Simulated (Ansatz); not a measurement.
**Run report: TiSi$_{2}$, single-point calculation**

TiSi$_{2}$ (6 atoms in the cell), computed with DFT PBE, scalar-relativistic, plane waves, PAW, spin-polarised (Ansatz 0.2.0).

The structure was made by a generator, so it may or may not be a known phase. Figures and captions count atoms from 1; the log counts them from 0 in places.

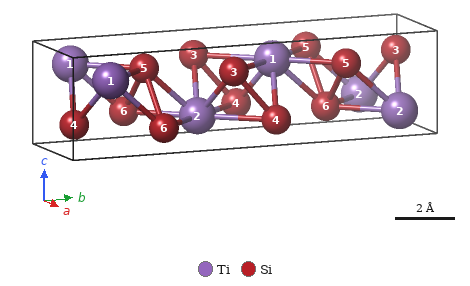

Figure 1. The structure (ball-and-stick view of the cell 2 times as large as that of the calculation, set on its symmetry axes, seen slightly off an axis; atoms are numbered from 1 in the order of the input). An atom can appear more than once, as a periodic image. Near neighbours in the periodic cell (some may lie outside the picture): Ti has 10 Si at 2.58 to 2.81 Å; Si has 2 Si at 2.38 Å and 6 Ti at 2.58 to 2.81 Å; Si has 4 Si at 2.51 Å and 4 Ti at 2.66 to 2.67 Å.

### Key numbers

| quantity | value |
| --- | --- |
| outcome | converged |
| space group (tolerance 0.01 Å) | Cmcm (63) |
| electrons treated | 40 |
| free energy | −7545.9574 eV |
| Fermi energy | 12.964 eV |
| gap on the k-point mesh | none (metallic) |
| net moment of the cell | 0.00 μB |
| integrated absolute moment | 0.00 μB |
| pressure | 1.89 GPa |
| largest force (length of the vector) | 0.218 eV/Å |
| hardware | 1 thread of Arm Neoverse V1, 24 GiB of memory available, shared host |
| wall time | 30 s |
| peak memory | 0.48 GiB |

Warnings of the run: some starting moments were not kept.

### Input
```yaml
crystal:
  lattice:
    - [1.76510501, -6.75928164, 0.0]
    - [1.76510501, 6.75928164, 0.0]
    - [0.0, 0.0, 3.56517386]
  atoms:
    - { symbol: Ti, position: [0.89688193, 0.10311807, 0.75], spin: 1.0 }
    - { symbol: Ti, position: [0.10311807, 0.89688193, 0.25], spin: 1.0 }
    - { symbol: Si, position: [0.55825144, 0.44174856, 0.75] }
    - { symbol: Si, position: [0.44174856, 0.55825144, 0.25] }
    - { symbol: Si, position: [0.24968518, 0.75031482, 0.75] }
    - { symbol: Si, position: [0.75031482, 0.24968518, 0.25] }
basis:
  ecutwfc: 420
kpoints:
  mp_grid: { grid: [6, 6, 6] }
hamiltonian:
  xc: pbe
scf:
  occupations: { method: gaussian, width: 0.1 }
  lower_state_search: "off"
output:
  forces: true
  stress: true
  eigenvalues: true
  populations: true
magnetization:
  spin_polarized: true
```

Launched with:
```bash
ansatz run input.yaml --threads 1 --pin off --max-ram 2560MiB --backend cpu --events-out ev --progress --plain --runs-dir out
```

### Output
```
Engine: ansatz 0.2.0, aarch64-unknown-linux-gnu
Pseudopotentials: kind: paw
Pseudopotential: Ti, paw, valence charge 12, recommended cutoff 420 eV (normal), Ti.paw.azcp
Pseudopotential: Si, paw, valence charge 4, recommended cutoff 420 eV (normal), Si.paw.azcp
Functional definition: PBE
  parameter kappa = 0.804
  parameter beta = 0.06672455060314922
  exchange = pbe_x(kappa = kappa, mu = beta*pi^2/3)
  correlation = pbe_c(beta = beta)
Crystal: 6 atoms, lattice volume = 85.071 Å³
Basis set: ecut = 420 eV, 1669 PW (Γ), exchange–correlation on 96×96×48 points (8 copies of the dense FFT grid, shifted against one another)
Bands: 27, of which v1, the nominal top of the filled ones, is band 20 counted from 1 (19 counted from 0)
Symmetry: 8 space group operations
Space group: Cmcm (ITA 63), of the structure as read, at distance tolerance 4.4e-5 Å
Magnetic group: BNS 63.457 (UNI 555), of the structure as read, at distance tolerance 4.4e-5 Å
k-points: 52 of 216
Non-local potential: Ti, projectors of the file, l = 0: 3, l = 1: 2, l = 2: 3, l = 3: 1
Non-local potential: Si, projectors of the file, l = 0: 2, l = 1: 2, l = 2: 2
PAW form: soft (Blöchl's): semilocal exchange-correlation on the pseudo side does not see the compensation charge
PAW one-centre angular grid: Ti, 590 points (default); XC on 64 Gauss nodes
PAW one-centre angular grid: Si, 110 points (default); XC on 64 Gauss nodes
Initial density: superposition of atomic densities (chi_scale 0.1, normalization cell)
Starting moments: Σ|m| = 2 μB on 2 of 6 sites
Initial wavefunctions: pseudopotential atomic-orbital guess
Functional: x = pbe(κ = 0.804, μ = 0.2195149727645171), c = pbe(β = 0.06672455060314922)
iter 1 solved again at ethr=2.87e-3 eV; its pass at ethr=3.10e-3 eV (dr2=1.15e0 eV) is discarded
SCF iter   1: F=—  HF=-7546.001643 eV  |F-HF|=—  |Δ(HF+E_count)|=         —  Δρ=4.46e-2 (↑4.46e-2 ↓2.82e-2)  dr2=1.15e0  dr2_m=8.29e-1  M=0.374 μB ∫|m|=0.649 μB  β_m=0.30  ethr=2.87e-3  ⟨swp⟩=1.0  Hψ=17406  notcnv=0
preconditioner: auto → Kerker (q_TF=auto, 2.406 Å⁻¹)  [metal: Δε(μ)=0.028 eV  Ē_g=6.801 eV  σ=0.100 eV  W_gap=0.16  n_scr=18 (ndim 8)  ℏωp=19.7 eV  f_vac=0.000  D(μ)=1.81/eV (n_scr^D=10)]
spin=Collinear: Kerker preconditioning applied to the charge; magnetization (m = ρ↑ − ρ↓) channel mixes plain (no charge-response kernel on spin).
SCF iter   2: F=—  HF=-7545.963893 eV  |F-HF|=—  |Δ(HF+E_count)|=   3.77e-2  Δρ=3.03e-2 (↑3.03e-2 ↓2.44e-2)  dr2=6.56e-1  dr2_m=4.64e-1  M=0.305 μB ∫|m|=0.559 μB  β_m=0.30  ethr=2.87e-3  ⟨swp⟩=2.1  Hψ=3581  notcnv=0
SCF iter   3: F=—  HF=-7545.893194 eV  |F-HF|=—  |Δ(HF+E_count)|=   7.07e-2  Δρ=2.05e-2 (↑1.79e-2 ↓2.05e-2)  dr2=1.81e-1  dr2_m=2.63e-1  M=0.251 μB ∫|m|=0.478 μB  β_m=0.30  ethr=1.64e-3  ⟨swp⟩=2.4  Hψ=4139  notcnv=0  defer=2
SCF iter   4: F=—  HF=-7545.895021 eV  |F-HF|=—  |Δ(HF+E_count)|=   1.83e-3  Δρ=1.46e-2 (↑1.46e-2 ↓1.40e-2)  dr2=2.84e-3  dr2_m=1.59e-1  M=0.200 μB ∫|m|=0.392 μB  β_m=0.30  ethr=4.51e-4  ⟨swp⟩=2.4  Hψ=4815  notcnv=0  defer=84
SCF iter   5: F=—  HF=-7545.918947 eV  |F-HF|=—  |Δ(HF+E_count)|=   2.39e-2  Δρ=1.11e-2 (↑1.11e-2 ↓1.10e-2)  dr2=1.48e-3  dr2_m=9.43e-2  M=0.167 μB ∫|m|=0.328 μB  β_m=0.30  ethr=7.11e-6  ⟨swp⟩=2.1  Hψ=4359  notcnv=0  defer=85
SCF iter   6: F=—  HF=-7545.933281 eV  |F-HF|=—  |Δ(HF+E_count)|=   1.43e-2  Δρ=8.56e-3 (↑8.47e-3 ↓8.56e-3)  dr2=1.33e-4  dr2_m=5.66e-2  M=0.140 μB ∫|m|=0.275 μB  β_m=0.30  ethr=3.71e-6  ⟨swp⟩=2.0  Hψ=4203  notcnv=0  defer=85
SCF iter   7: F=—  HF=-7545.941996 eV  |F-HF|=—  |Δ(HF+E_count)|=   8.72e-3  Δρ=6.66e-3 (↑6.66e-3 ↓6.64e-3)  dr2=5.98e-5  dr2_m=3.45e-2  M=0.117 μB ∫|m|=0.230 μB  β_m=0.30  ethr=3.33e-7  ⟨swp⟩=2.0  Hψ=4638  notcnv=0  defer=85
SCF iter   8: F=—  HF=-7545.947406 eV  |F-HF|=—  |Δ(HF+E_count)|=   5.41e-3  Δρ=5.22e-3 (↑5.21e-3 ↓5.22e-3)  dr2=7.22e-6  dr2_m=2.12e-2  M=0.097 μB ∫|m|=0.193 μB  β_m=0.30  ethr=1.49e-7  ⟨swp⟩=2.2  Hψ=4838  notcnv=0  defer=84
Mixer restart at iter 8: flushing history
spin-set hold released at iteration 8 (site moments contracting): the magnetisation degrees of freedom join the quasi-Newton model from the next iteration; the mixer history was flushed
SCF iter   9: F=—  HF=-7545.950848 eV  |F-HF|=—  |Δ(HF+E_count)|=   3.44e-3  Δρ=4.12e-3 (↑4.12e-3 ↓4.12e-3)  dr2=6.56e-6  dr2_m=1.32e-2  M=0.081 μB ∫|m|=0.161 μB  β_m=0.58  ethr=1.80e-8  ⟨swp⟩=3.1  Hψ=5526  notcnv=0  defer=87
SCF iter  10: F=—  HF=-7545.957072 eV  |F-HF|=—  |Δ(HF+E_count)|=   6.22e-3  Δρ=6.44e-4 (↑6.19e-4 ↓6.44e-4)  dr2=1.74e-6  dr2_m=3.11e-4  M=0.019 μB ∫|m|=0.042 μB  β_m=0.82  ethr=1.64e-8  ⟨swp⟩=4.5  Hψ=7831  notcnv=0  defer=94
SCF iter  11: F=—  HF=-7545.957391 eV  |F-HF|=—  |Δ(HF+E_count)|=   3.19e-4  Δρ=1.43e-4 (↑1.43e-4 ↓1.18e-4)  dr2=1.43e-6  dr2_m=1.31e-5  M=0.005 μB ∫|m|=0.012 μB  β_m=0.91  ethr=4.35e-9  ⟨swp⟩=3.0  Hψ=6106  notcnv=0  defer=140
SCF iter  12: F=—  HF=-7545.957424 eV  |F-HF|=—  |Δ(HF+E_count)|=   3.25e-5  Δρ=5.39e-5 (↑3.61e-5 ↓5.39e-5)  dr2=8.72e-6  dr2_m=1.79e-7  M=0.001 μB ∫|m|=0.001 μB  β_m=0.70  ethr=3.57e-9  ⟨swp⟩=3.1  Hψ=5692  notcnv=0  defer=151
iter 13 did not close the SCF: its close was put off for a magnetic moment that had not settled (scf_convergence_deferred on its scf_iter line)
SCF iter  13: F=-7545.957423 eV  HF=-7545.957423 eV  |F-HF|=7.28e-8  |Δ(HF+E_count)|=   1.19e-6  Δρ=7.84e-6 (↑7.84e-6 ↓6.62e-6)  dr2=1.94e-8  dr2_m=3.72e-8  M=0.000 μB ∫|m|=0.001 μB  β_m=0.85  ethr=2.50e-10  ⟨swp⟩=7.6  Hψ=14238  notcnv=0
iter 14 did not close the SCF: its close was put off for a magnetic moment that had not settled (scf_convergence_deferred on its scf_iter line)
SCF iter  14: F=-7545.957423 eV  HF=-7545.957423 eV  |F-HF|=2.85e-9  |Δ(HF+E_count)|=   1.24e-7  Δρ=1.55e-6 (↑1.55e-6 ↓1.27e-6)  dr2=3.64e-10  dr2_m=1.44e-9  M=0.000 μB ∫|m|=0.000 μB  β_m=0.93  ethr=4.84e-11  ⟨swp⟩=2.0  Hψ=9023  notcnv=0
iter 15 did not close the SCF: its close was put off for a magnetic moment that had not settled (scf_convergence_deferred on its scf_iter line)
SCF iter  15: F=-7545.957423 eV  HF=-7545.957423 eV  |F-HF|=8.28e-11  |Δ(HF+E_count)|=   4.22e-9  Δρ=2.53e-7 (↑2.53e-7 ↓2.44e-7)  dr2=1.49e-11  dr2_m=4.29e-11  M=-0.000 μB ∫|m|=0.000 μB  β_m=0.96  ethr=1.00e-12  ⟨swp⟩=1.0  Hψ=8242  notcnv=0
SCF iter  16: F=-7545.957423 eV  HF=-7545.957423 eV  |F-HF|=0.00e0  |Δ(HF+E_count)|=  1.22e-10  Δρ=4.24e-8 (↑4.24e-8 ↓3.88e-8)  dr2=1.08e-12  dr2_m=8.96e-13  M=-0.000 μB ∫|m|=0.000 μB  ethr=1.00e-12  ⟨swp⟩=1.0  Hψ=6909  notcnv=0
WARN: the starting moments were not kept: the SCF closed with an absolute magnetisation of 2.2e-6 μB, where they sum to 2 μB in size (2 sites). That is at most 0.1 of that sum. Measured as dr2_m measures the in/out step, that magnetisation stands 3.2e-13 eV from none, at or under the dr2_threshold of 1.0e-7 eV: it is no larger than a step whose dr2_m would equal this threshold. The system may hold no moment; this SCF shows only that its start led to no more than that. To try another start: raise the starting moments (crystal.atoms[].spin, magnetization.per_species, magnetization.initial_magnetization, or on a non-collinear deck that types none of these the spinor_matrix: blocks that start its atoms; where the total moment is fixed, keep their sum and leave initial_magnetization as it is; typed ones take the place of any that the run laid by itself, positive ones on a crystal's lanthanoids without a Hubbard term where scf.initial_density.shell_occupations: [] is typed) or, if the notice of its spin-set hold's release reads "site moments contracting" or "site moments show no strong build", lengthen the hold (scf.mixing.spin_hold: { on: { confirm: 4 } }; for m-r²SCAN on two components see the key's manual first). Each may lead to a state that holds a moment. A second SCF, from the converged charge density, with the starting moments and any scf.initial_density.shell_occupations laid on it anew, would have followed, and was not run: the deck does not ask for one (magnetization.retry_lost_moments is false, the default). To let it run, set magnetization.retry_lost_moments: true and run the deck again, where that key's refused combinations let it; where memory then withholds it, that run's warning says so.
SCF 1 converged in 16 iterations: F = -7545.957423 eV  dr2 = 1.08e-12
  greatest PAW one-centre occupation: 0.999 electrons in one spin orbital (limit 2), on the Ti atom at site 1 (counted from 0), in its partial waves of l = 0
```

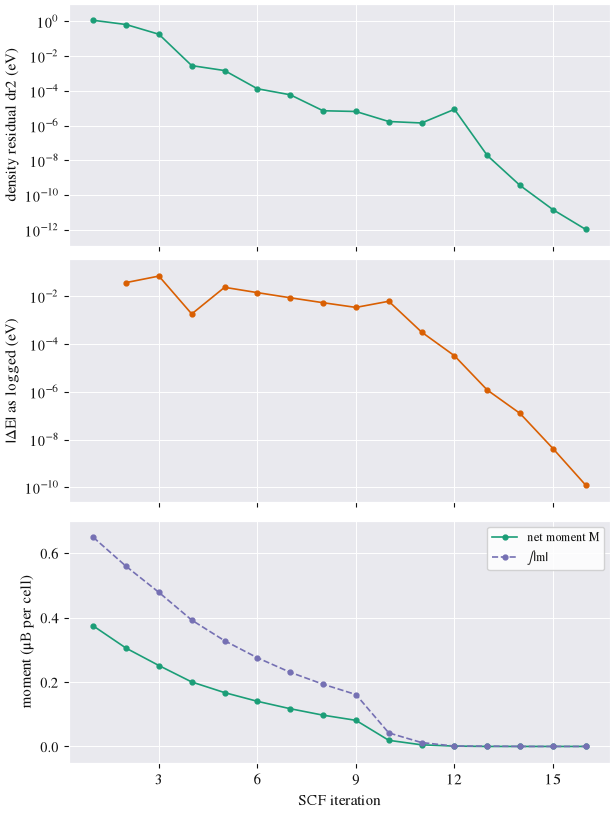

Figure 2. Convergence of the self-consistent field: density residual dr2, size of the energy change and magnetic moment against the SCF iteration. The residual comes down, with one marked jump up, by a factor of about 6, at step 12. The net moment goes from 0.4 to 0.0 μB per cell, and ∫|m| falls to zero.

```
SCF converged after 16 iterations
Magnetization: -0.0000 μB (20.0000 up, 20.0000 down)
Absolute magnetization: 0.0000 μB (∫|ρ↑−ρ↓|, with the PAW one-centre terms)
Spin contamination: 0.0000 ħ² per cell (⟨S²⟩ above its minimum at these occupations)
Per-site moments (μB) at R_I (Å): [(-3.512115763166533e-7, 1.06462513169154), (-3.512115763234337e-7, 1.06462513169154), (1.277989346189187e-7, 0.9812029007614935), (1.2779893456157095e-7, 0.9812029007614935), (1.6171957911337523e-7, 1.0348147942832695), (1.617195791417716e-7, 1.0348147942832695)]
Free energy (F): -7545.957423 eV
Harris-Foulkes:  -7545.957423 eV  (|F-HF|=0.00e0)
Internal energy: -7545.947688 eV  (E = F + TS)
E sigma→0 (E₀):  -7545.952556 eV
Entropy (-TS):   -0.009735 eV (-1.622 meV/atom)
Fermi energy:    12.964461 eV
--- Per-component energies (eV) ---
  E_band       = -223.517779
  E_kinetic    = 720.788924
  E_local      = -2069.843094  (includes V_loc(G=0)·N_el)
  E_nonlocal   = 118.742546
  E_hartree    = 900.725772
  E_xc         = -423.450411
  E_vxc        = -441.483068  (∫ρ·V_xc dr)
  E_paw        = -4147.093786  (= ΣΔE_a)
  E_vpaw       = -353.174936  (= ΣTr[D̂ρ^β])
  E_aug_tail   = 0.000284  (compensation charges beyond the density's cutoff)
  E_ewald      = -2645.817923
  E_smearing   = -0.009735  (= −TS)
  E_closure    = -0.000000  (closes the sum)
  Σ components = -7545.957423   (vs F -7545.957423, Δ=0.00e0)
--- Forces (eV/Å), atoms counted from 1 ---
  atom   1  Ti    -0.00000000    -0.03637012     0.00000000
  atom   2  Ti     0.00000000     0.03637012     0.00000000
  atom   3  Si    -0.00000000    -0.21849382    -0.00000000
  atom   4  Si     0.00000000     0.21849382     0.00000000
  atom   5  Si     0.00000000     0.04077666     0.00000000
  atom   6  Si    -0.00000000    -0.04077666    -0.00000000
  max |Σ_I F_I| component: 3.49e-17 eV/Å
--- Stress (GPa, compression-positive) ---
        2.034597      -0.000000      -0.000000
       -0.000000       1.686307      -0.000000
       -0.000000      -0.000000       1.946351
  P = ⅓ Tr σ = 1.8891 GPa (18.891 kbar)
--- Band table (eV; the first three rows and the last of 104) ---
  k-point 0 ↑: bands = ["-43.8271", "-43.8178", "-20.1893", "-20.1469", "-20.1345", "-20.1339", "-20.1081", "-20.1011", "-0.1275", "2.0800", "4.4248", "9.5665", "9.8734", "10.0511", "10.3643", "10.4265", "10.8140", "10.8700", "10.8948", "13.4372", "13.6799", "13.7917", "13.8607", "14.3303", "14.3509", "15.0668", "15.5808"]
  k-point 1 ↑: bands = ["-43.8256", "-43.8175", "-20.1853", "-20.1531", "-20.1446", "-20.1334", "-20.1222", "-20.1006", "0.2013", "2.3577", "4.7088", "7.4421", "8.5516", "10.2273", "10.2722", "10.8402", "10.9182", "11.0201", "11.7961", "12.8971", "13.3144", "13.4845", "14.3935", "14.6766", "15.0749", "15.0880", "15.1235"]
  k-point 2 ↑: bands = ["-43.8220", "-43.8174", "-20.1877", "-20.1851", "-20.1393", "-20.1366", "-20.1329", "-20.1081", "1.1655", "3.1833", "4.5716", "5.9826", "6.5453", "9.1295", "10.5722", "10.7373", "11.2157", "11.2361", "12.4594", "13.1444", "13.1961", "13.3169", "14.3899", "14.8312", "14.8861", "15.0136", "15.5779"]
  k-point 51 ↓: bands = ["-43.8188", "-43.8188", "-20.2013", "-20.2013", "-20.1347", "-20.1347", "-20.1214", "-20.1214", "3.1037", "3.1037", "3.6847", "3.6847", "9.3742", "9.3742", "9.6155", "9.6155", "10.9277", "10.9277", "12.0894", "12.0894", "13.4417", "13.4417", "14.6449", "14.6449", "15.3960", "15.3960", "15.5688"]
--- Löwdin populations: 6 sites ---
  site symbol       q [e]    m [muB]
     0     Ti     11.6191    -0.0000
     1     Ti     11.6191    -0.0000
     2     Si      4.1339     0.0000
     3     Si      4.1339     0.0000
     4     Si      4.0422     0.0000
     5     Si      4.0422     0.0000
  spilling = 0.010240 (of n_electrons = 40.000000)
```

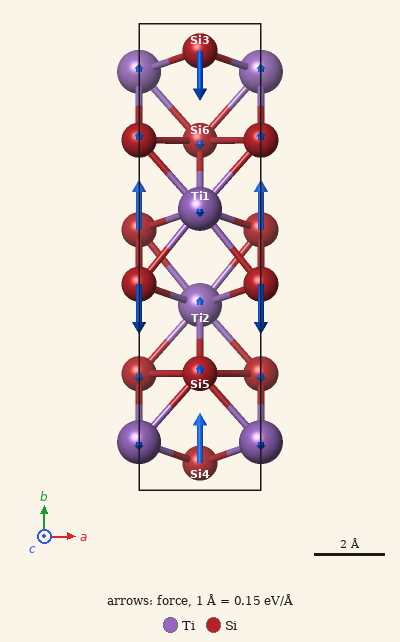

Figure 3. Forces on the atoms as blue arrows (ball-and-stick view of the cell 2 times as large as that of the calculation, set on its symmetry axes, along the c axis; atoms are numbered from 1 in the order of the input). The largest act on Si3, Si4 (0.22 eV/Å). The geometry is not a stationary point of this energy.

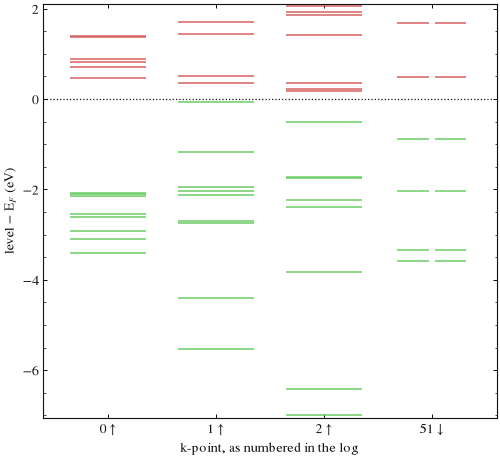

Figure 4. Kohn–Sham levels near the Fermi level (dotted) at the few k-points that the log prints; levels within 0.02 eV of each other stand side by side. The system is metallic on the full mesh.
